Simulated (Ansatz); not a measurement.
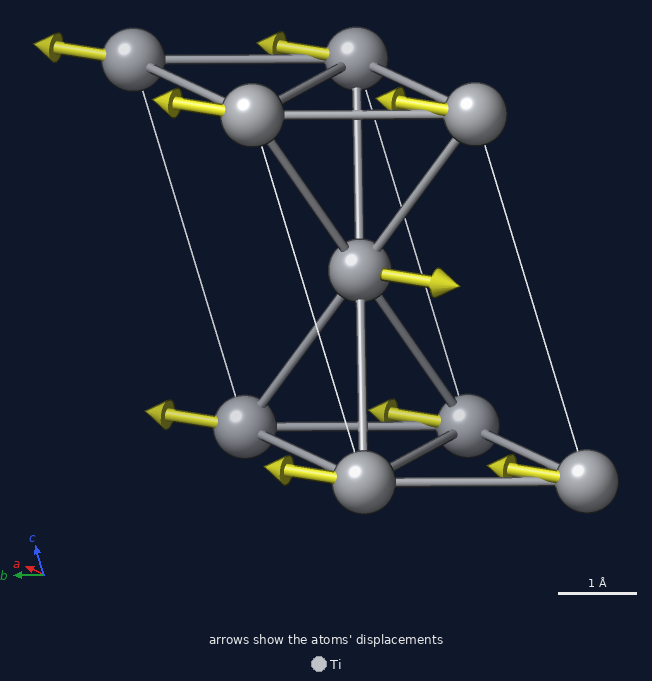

Phonons of solid Ti, space group Fm-3m (No. 225), at the zone centre of a doubled cell. The levels lie at 92 (×2), 178 cm⁻¹. One mode is drawn. The yellow arrows give the relative displacements of the atoms. The picture is a ball-and-stick view of the cell of the calculation, seen from a free direction.

Method: DFT PBEsol, scalar-relativistic, plane waves, PAW (Ansatz 0.2.0). Settings: plane-wave cutoff 420 eV; k-point mesh 24 × 24 × 24; occupations gaussian; smearing width 0.15 eV; no spin polarisation.

To which level does it belong?

The level at 92 cm⁻¹. This is a doubly degenerate mode (one member of the set is drawn), the lowest level (the three translations aside). All motion is along [1 1 0] of the drawn cell; atoms of one kind move against one another, with no net shift of their sublattice. It changes sign from one half of the doubled cell to the other: it belongs to the zone boundary, q = (0, 0, 1/2) in the reciprocal vectors of the undoubled cell.
